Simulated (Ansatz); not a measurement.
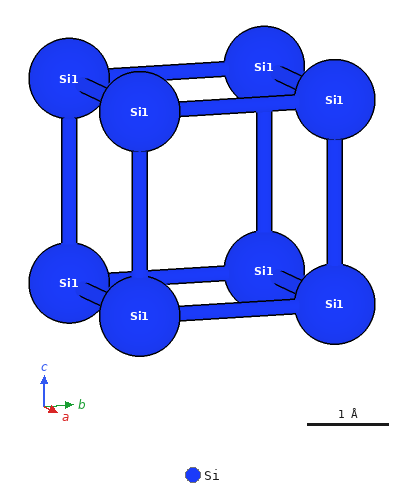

**Figure 1.** The structure (ball-and-stick view of the cell of the calculation, seen slightly off an axis; atoms are numbered from 1 in the order of the input).

Si: single-point calculation

- system: Si (Pm-3m, 1 atom in the cell)
- method: DFT, RPBE, plane waves (420 eV) with PAW, scalar-relativistic, no spin polarisation (Ansatz 0.2.0)

It belongs to a series of runs on one base structure; here: volume × 1.04. Figures and captions count atoms from 1; the log counts them from 0 in places.

### The program's output
```
Engine: ansatz 0.2.0, aarch64-unknown-linux-gnu
Pseudopotentials: kind: paw
Pseudopotential: Si, paw, valence charge 4, recommended cutoff 420 eV (normal), [file]
Functional definition: RPBE
  parameter kappa = 0.804
  parameter beta = 0.06672455060314922
  exchange = rpbe_x(kappa = kappa, mu = beta*pi^2/3)
  correlation = pbe_c(beta = beta)
Crystal: 1 atoms, lattice volume = 17.078 Å³
Basis set: ecut = 420 eV, 341 PW (Γ)
Bands: 6, of which v1, the nominal top of the filled ones, is band 2 counted from 1 (1 counted from 0)
Symmetry: 48 space group operations
Space group: Pm-3m (ITA 221), of the structure as read, at distance tolerance 2.6e-5 Å
k-points: 120 of 2744
Non-local potential: Si, projectors of the file, l = 0: 2, l = 1: 2, l = 2: 2
PAW form: soft (Blöchl's): semilocal exchange-correlation on the pseudo side does not see the compensation charge
PAW frozen core: Si, regenerated for the run's functional, and the local potential with it (the file was generated under x = pbe(κ = 0.804, μ = 0.2195149727645171), c = pbe(β = 0.06672455060314922))
PAW one-centre angular grid: Si, 110 points (default); XC on 64 Gauss nodes
Initial density: superposition of atomic densities (neutral atoms: chi_scale 0, normalization atom), corrected by the library's trained network
Initial wavefunctions: pseudopotential atomic-orbital guess
Functional: x = rpbe, c = pbe(β = 0.06672455060314922)
SCF iter   1: F=—  HF=-638.527691 eV  |F-HF|=—  |Δ(HF+E_count)|=         —  Δρ=2.11e-3  dr2=8.99e-4  ethr=1.77e-3  ⟨swp⟩=5.0  Hψ=6745  notcnv=0
preconditioner: auto → none  [metal: Δε(μ)=0.166 eV  Ē_g=13.048 eV  σ=0.100 eV  W_gap=0.39  n_scr=0 (ndim 8)  ℏωp=18.0 eV  f_vac=0.000  D(μ)=0.37/eV (n_scr^D=0)]
SCF iter   2: F=—  HF=-638.527543 eV  |F-HF|=—  |Δ(HF+E_count)|=   1.48e-4  Δρ=1.03e-3  dr2=2.14e-4  ethr=2.25e-5  ⟨swp⟩=1.7  Hψ=1791  notcnv=0
SCF iter   3: F=—  HF=-638.527539 eV  |F-HF|=—  |Δ(HF+E_count)|=   3.35e-6  Δρ=1.37e-4  dr2=4.15e-6  ethr=5.35e-6  ⟨swp⟩=2.4  Hψ=963  notcnv=0
SCF iter   4: F=—  HF=-638.527538 eV  |F-HF|=—  |Δ(HF+E_count)|=   9.59e-7  Δρ=2.17e-5  dr2=5.37e-8  ethr=1.04e-7  ⟨swp⟩=2.0  Hψ=961  notcnv=0
iter 5 did not close the SCF: its close was put off for the readings that it lacked (scf_convergence_deferred on its scf_iter line)
SCF iter   5: F=-638.527539 eV  HF=-638.527539 eV  |F-HF|=1.96e-9  |Δ(HF+E_count)|=   1.30e-7  Δρ=4.43e-6  dr2=4.06e-9  ethr=1.34e-9  ⟨swp⟩=2.2  Hψ=967  notcnv=0
SCF iter   6: F=-638.527539 eV  HF=-638.527539 eV  |F-HF|=1.55e-11  |Δ(HF+E_count)|=   2.66e-9  Δρ=7.54e-7  dr2=1.35e-10  ethr=1.01e-10  ⟨swp⟩=1.2  Hψ=2045  notcnv=0
SCF 1 converged in 6 iterations: F = -638.527539 eV  dr2 = 1.35e-10
  greatest PAW one-centre occupation: 0.659 electrons in one spin orbital (limit 2), on the Si atom at site 0 (counted from 0), in its partial waves of l = 0
```

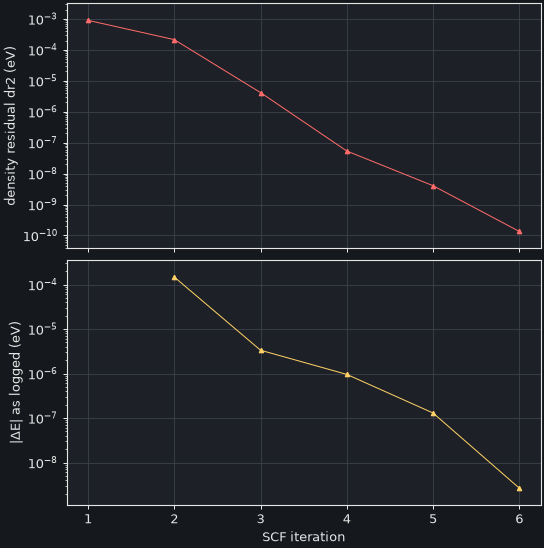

**Figure 2.** Convergence of the self-consistent field: density residual dr2 and size of the energy change against the SCF iteration. The residual falls at every step.

```
SCF converged after 6 iterations
Free energy (F): -638.527539 eV
Harris-Foulkes:  -638.527539 eV  (|F-HF|=1.55e-11)
Internal energy: -638.514682 eV  (E = F + TS)
E sigma→0 (E₀):  -638.521110 eV
Entropy (-TS):   -0.012856 eV (-12.856 meV/atom)
Fermi energy:    8.221444 eV
--- Per-component energies (eV) ---
  E_band       = 12.520114
  E_kinetic    = 39.256887
  E_local      = -7.288972  (includes V_loc(G=0)·N_el)
  E_nonlocal   = 24.870642
  E_hartree    = 1.936183
  E_xc         = -55.097799
  E_vxc        = -46.428731  (∫ρ·V_xc dr)
  E_paw        = -515.245942  (= ΣΔE_a)
  E_vpaw       = -1.762114  (= ΣTr[D̂ρ^β])
  E_aug_tail   = 0.000007  (compensation charges beyond the density's cutoff)
  E_ewald      = -126.921706
  E_core_change = -0.023983  (= ΣΔE_core)
  E_smearing   = -0.012856  (= −TS)
  E_closure    = 0.000000  (closes the sum)
  Σ components = -638.527539   (vs F -638.527539, Δ=0.00e0)
--- Stress (GPa, compression-positive) ---
       -3.225183      -0.000000       0.000000
        0.000000      -3.225183      -0.000000
        0.000000      -0.000000      -3.225183
  P = ⅓ Tr σ = -3.2252 GPa (-32.252 kbar)
```

The run was set up as follows.

### Input
```yaml
crystal:
  lattice:
    - [2.5751987795, 0.0, 0.0]
    - [0.0, 2.5751987795, 0.0]
    - [0.0, 0.0, 2.5751987795]
  atoms:
    - { symbol: Si, position: [0.0, 0.0, 0.0] }
hamiltonian:
  xc: rpbe
  pseudopotentials:
    kind: paw
    azcp:
      Si: "pseudopotentials/Si.paw.azcp"
basis:
  ecutwfc: 420
  fft_grid_basis: typed
kpoints:
  mp_grid: { grid: [14, 14, 14], shift: [0, 0, 0] }
magnetization:
  spin_polarized: false
scf:
  occupations: { method: fermi_dirac, width: 0.1 }
  lower_state_search: "off"
output:
  stress: true
```

### Results in brief

| quantity | value |
| --- | --- |
| outcome | converged |
| space group (tolerance 0.01 Å) | Pm-3m (221) |
| electrons treated | 4 |
| free energy | −638.5275 eV |
| Fermi energy | 8.221 eV |
| pressure | −3.23 GPa |
| hardware | 2 threads of an Arm (aarch64) CPU, shared host |
| wall time | 0.54 s (CPU time 0.83 s) |
| peak memory | 0.32 GiB |
